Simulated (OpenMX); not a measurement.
**A series of single points on MgTe**

System: MgTe (F-43m, 2 atoms in the cell).
Method: Kohn-Sham DFT of a periodic cell, PBE, OpenMX 2013 PBE set, no spin polarisation (OpenMX 3.8.5).

The 7 runs differ only in the geometry, by an even scaling of the cell at fixed fractional positions. The structure derives from a Materials Project entry.

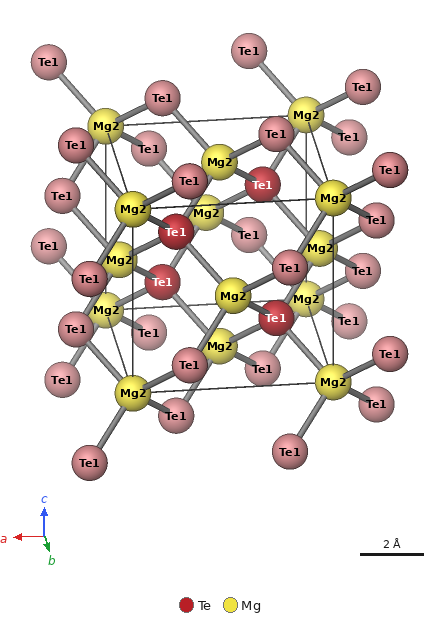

Figure 1. The structure of run 4 (ball-and-stick view of the cell 4 times as large as that of the calculation, set on its symmetry axes, seen at an oblique angle; neighbours outside the cell are drawn fainter; atoms are numbered from 1 in the order of the input).

### Input of run 4
```
System.CurrrentDirectory             ./
System.Name                          MgTe
DATA.PATH                            ./DFT_DATA13
level.of.stdout                      1
level.of.fileout                     0
Species.Number                       2
<Definition.of.Atomic.Species
  Te  Te7.0-s3p2d2f1         Te_PBE13
  Mg  Mg7.0-s3p2d1           Mg_PBE13
Definition.of.Atomic.Species>

Atoms.Number                         2
Atoms.SpeciesAndCoordinates.Unit     FRAC
<Atoms.SpeciesAndCoordinates
    1  Te    0.2500000000    0.2500000000    0.2500000000   8.000  8.000
    2  Mg    0.0000000000    0.0000000000    0.0000000000   4.000  4.000
Atoms.SpeciesAndCoordinates>

Atoms.UnitVectors.Unit               Ang
<Atoms.UnitVectors
     0.0000000000    3.2319988239    3.2319988239
     3.2319988239    0.0000000000    3.2319988239
     3.2319988239    3.2319988239    0.0000000000
Atoms.UnitVectors>

scf.XcType                           GGA-PBE
scf.SpinPolarization                 off
scf.ElectronicTemperature            580.226
scf.energycutoff                     500.0
scf.maxIter                          100
scf.EigenvalueSolver                 band
scf.Kgrid                            7 7 7
scf.Mixing.Type                      rmm-diisk
scf.Init.Mixing.Weight               0.05
scf.Min.Mixing.Weight                0.001
scf.Max.Mixing.Weight                0.3
scf.Mixing.History                   25
scf.Mixing.StartPulay                8
scf.criterion                        1.0e-8
scf.stress.tensor                    on
MD.Type                              nomd
```

Command:
```bash
openmx MgTe.dat -nt 1 > MgTe.std
```

Lattice vectors (Å) and fractional positions of run 4:
```
   0.000000    3.231999    3.231999
   3.231999    0.000000    3.231999
   3.231999    3.231999    0.000000
Te  0.250000  0.250000  0.250000
Mg  0.000000  0.000000  0.000000
```

Run 2 has the same physical settings and fractional positions; its lattice vectors (Å) are:
```
   0.000000    3.188318    3.188318
   3.188318    0.000000    3.188318
   3.188318    3.188318    0.000000
```

### Results, with one run withheld

```tsv
run	volume per atom (Å³)	free energy per atom, from the lowest run given (meV)	gap on the mesh (eV)
1	31.735	43.01	2.91
2	32.410	?	?
3	33.086	15.65	2.78
4	33.761	7.39	2.67
5	34.436	2.22	2.56
6	35.111	0.00	2.46
7	35.787	0.39	2.37
```

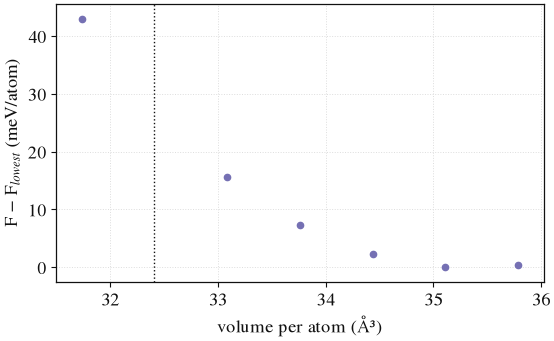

Figure 2. Free energy per atom of the runs given; the dotted line marks run 2.

What should run 2 give?

A cubic polynomial in V^(−2/3) (the Birch–Murnaghan form), fitted to the 6 runs given, misses them by at most 0.02 meV per atom. With x = V^(−2/3) − 0.09539 Å⁻², it reads F = 5.6882 + 4604.4 x + 9.0366e+05 x² − 1.3017e+06 x³ (meV per atom). At run 2 it gives 27.44 meV per atom, and the run itself gives 27.36. The fit has its minimum at 35.341 Å³ per atom, where V d²F/dV² gives 31.7 GPa: the bulk modulus at this level, since symmetry fixes the shape and the positions. The gap on the mesh goes, without turning, from 2.91 eV in run 1 to 2.37 eV in run 7; run 2 has 2.90 eV. These are gaps of this functional on this mesh, which can miss the band edges; they aren't the measured gap.

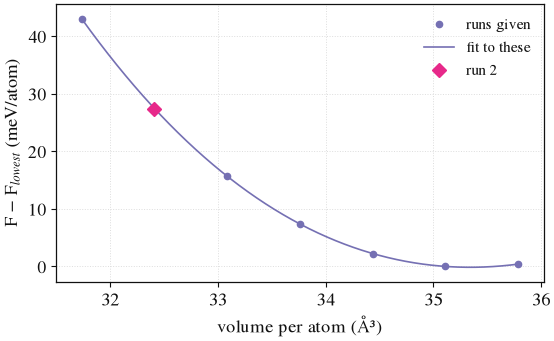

Figure 3. The fit and the withheld run.

### Some lines of the output (run 2)
```
[...]
  Cell_Volume =    437.432773433924 (Bohr^3)
        Total energy (Hartree) at MD = 1
   kloop=0
   kloop=1
   kloop=171
```

Notes: Points of doubt noted for this run: few d functions beyond semicore. With a small basis of atomic orbitals these values can differ much from converged plane-wave results.
